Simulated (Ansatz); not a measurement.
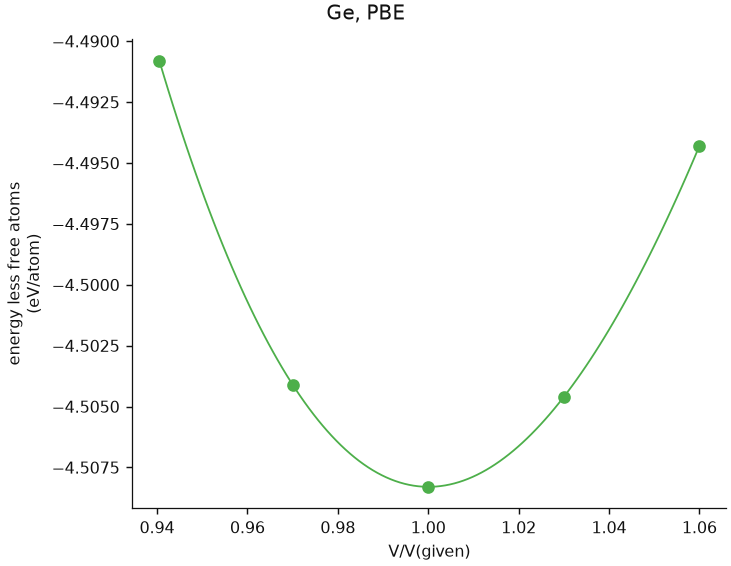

Plotted: energy less free atoms against V/V(given) for Ge, space group Fd-3m (No. 227).

Structure:
```cif
data_structure
_symmetry_space_group_name_H-M 'P 1'
_symmetry_Int_Tables_number 1
_cell_length_a 4.0739
_cell_length_b 4.0739
_cell_length_c 4.0739
_cell_angle_alpha 60.000
_cell_angle_beta 60.000
_cell_angle_gamma 60.000
_cell_volume 47.81
loop_
_atom_site_label
_atom_site_type_symbol
_atom_site_fract_x
_atom_site_fract_y
_atom_site_fract_z
_atom_site_occupancy
Ge1 Ge 0.00000 0.00000 0.00000 1
Ge2 Ge 0.25000 0.25000 0.25000 1
```

Method: periodic Kohn-Sham DFT of a crystal at fixed atoms, scaled to the stated factor times the given cell; pressure positive in compression, energy less spherical unpolarised free atoms (Ansatz 0.2.0). Level: PBE.

| setting | value |
| --- | --- |
| method | all-electron LAPW |
| relativity | scalar |
| k mesh | 11×11×11 |
| occupations | Fermi–Dirac |
| smearing width | 0.05 eV |
| basis error target | 0.25 (meV/atom) |
| nucleus | Gaussian |

V(given) is 23.91 Å³/atom.

From this curve and the settings, what does the calculation give for the pressure at the same points?

The pressure falls from 4.168 GPa at V/V(given) 0.941 to −2.955 GPa at 1.060, and changes sign near 1.000.

| V/V(given) | pressure (GPa) |
| --- | --- |
| 0.941 | 4.168 |
| 0.970 | 1.931 |
| 1.000 | 0.002 |
| 1.030 | −1.610 |
| 1.060 | −2.955 |

Note: small gap, it may come from the mesh.
